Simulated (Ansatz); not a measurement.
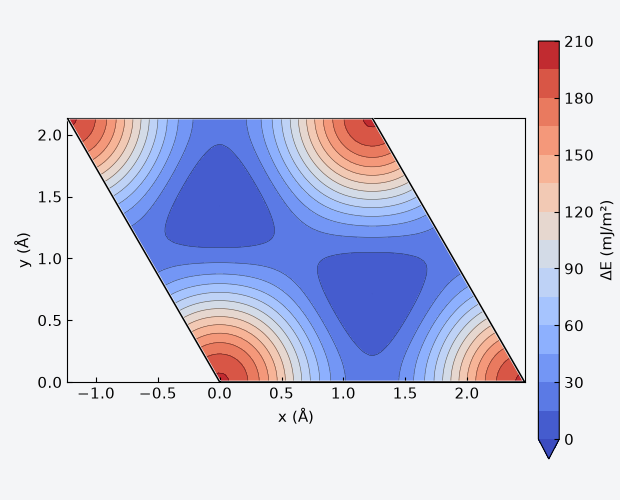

A bilayer of two C sheets (4 atoms in the cell). 
- The upper layer of a bilayer is slid over the lower one; relaxed at each slide: nothing; the origin of the map has C3 above C1; the distance between the facing planes is held at 3.06 Å.
- Places are given modulo a cell vector. The map is drawn in real space over the plane of the slide.
- The grid has 6 × 6 points; 7 points were computed and 29 follow by symmetry.
- Energies: mJ/m², counted from the lowest grid point.
- At a held distance the lowest stacking need not be the one that binds best once the distance relaxes.
- Method: DFT PBE+D3(BJ), scalar-relativistic, plane waves, PAW in Ansatz. Settings: cutoff 420 eV, k-mesh 15×15×1, gaussian smearing 0.1 eV, no spin polarisation.

In the figure: filled contours, the outline of one cell of the plane. Between grid points the surface is interpolated.

The lowest grid point is at (2/6, 4/6) of the cell vectors; the map holds 2 wells of about this depth. No other kind of well shows on this grid. The highest grid point, (0/6, 0/6) of the cell vectors, lies 197 mJ/m² above the lowest. On the interpolated surface the easiest way out of the lowest well to a well of about the same depth near (4/6, 2/6) of the cell vectors passes a barrier of about 19 mJ/m². Facing atoms of the upper layer at the lowest point: C above a hollow, C above C; at the highest: C above C.

The scan is repeated with another setting: the distance between the facing planes is held at 3.31 Å; all else is set up alike.

How does the landscape change?

The lowest place stays at (2/6, 4/6) of the cell vectors. The span from the lowest to the highest grid point shrinks from 197 to 79 mJ/m². The easiest pass out of the lowest well goes from about 19 to about 7.2 mJ/m² on the interpolated surfaces. Further apart, the short-range repulsion between facing atoms, which depends on the stacking, fades. In the new map: facing atoms of the upper layer at the lowest point: C above a hollow, C above C; at the highest: C above C.

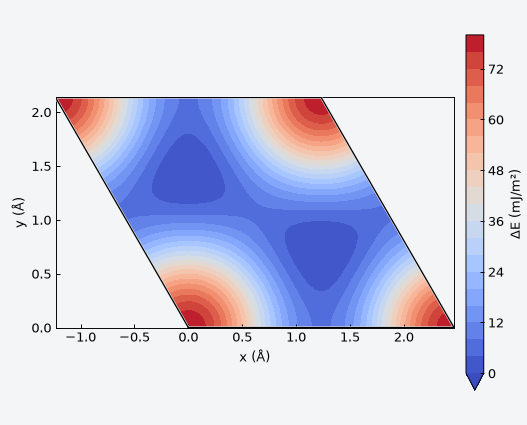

The map after the change, on a colour scale of its own. The picture shows filled contours, the outline of one cell of the plane. Between grid points the surface is interpolated.

PAW datasets: the set soft_1.
